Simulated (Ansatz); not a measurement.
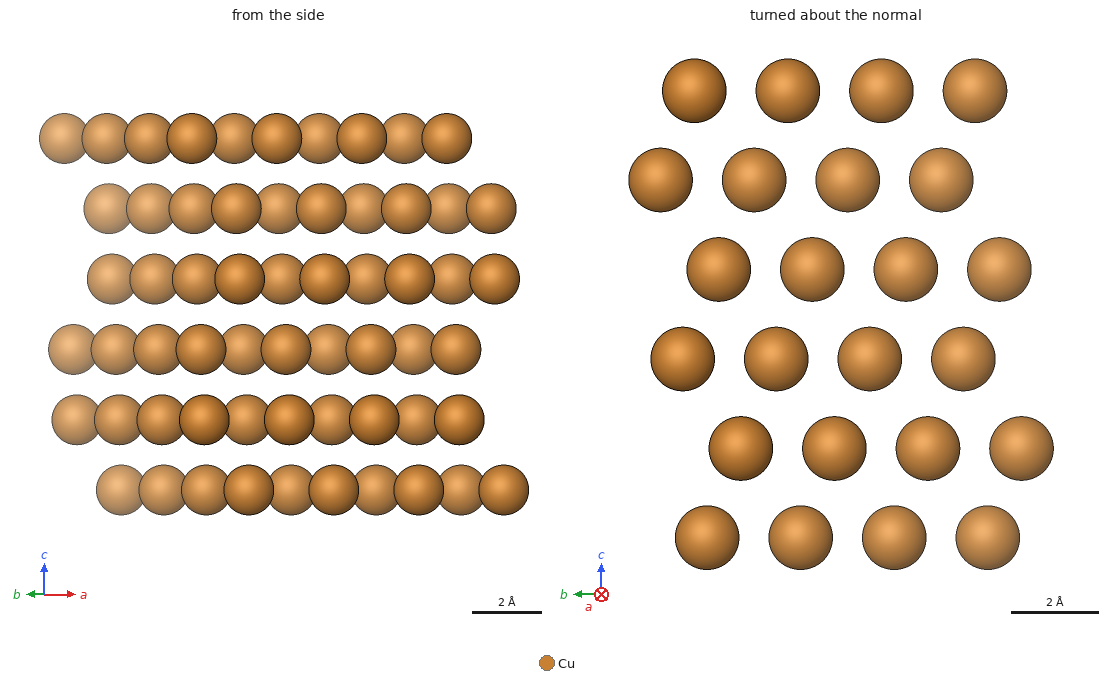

A spheres-only picture of a periodic slab, seen from the side and turned about the normal. The surface normal points up in side views; the vacuum is left out. 4×4 cells are drawn in the plane, with atoms at the edges repeated.

The cell holds 6 Cu.

What is its extent along the surface normal?

About 10 Å from the lowest to the highest atom.

Write the layer sequence, upper face first.

Six planes: Cu / Cu / Cu / Cu / Cu / Cu.

The structure comes from a structure listed in the Materials Project. The cell was then strained or its atoms displaced on purpose. An electronic-structure calculation with Ansatz was run on it.
